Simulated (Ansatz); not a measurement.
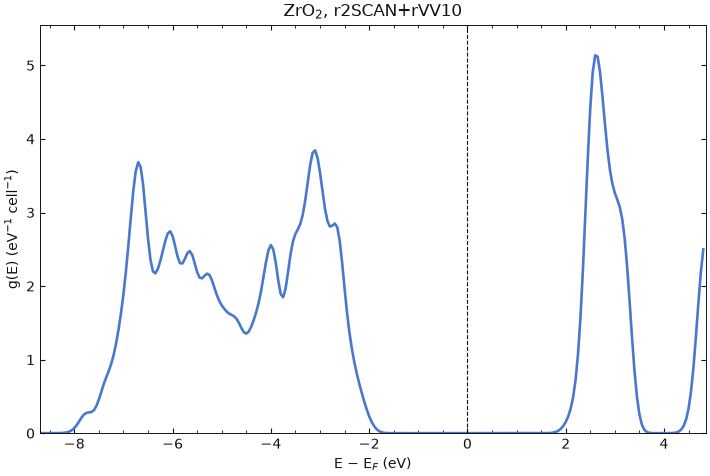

Density of states. Energies are counted from the Fermi level. The curve is built from the levels of the k mesh with Gaussians 0.3 eV wide, which also blur the band edges.

Structure: ZrO2, space group Fm-3m (No. 225), 3 atoms in the cell, fluorite type; a = 3.59 Å, b = 3.59 Å, c = 3.59 Å, α = 60.00°, β = 60.00°, γ = 60.00°.

Method: DFT, r2SCAN+rVV10, plane waves, PAW, no spin polarisation, 10×10×10 k mesh, 500 eV cutoff, Fermi-Dirac smearing of 0.03 eV (Ansatz 0.2.0).

**Metal or insulator, going by the density of states?**

There is a gap; over the k points computed it is 3.89 eV (indirect; the smallest direct gap is 4.28 eV).

**How wide is the upper valence band?**

The upper group of valence states starts about 6.0 eV under the valence-band top (which lies at −2.0 eV on this axis), with a gap beneath it; it holds about 12 electrons a cell.
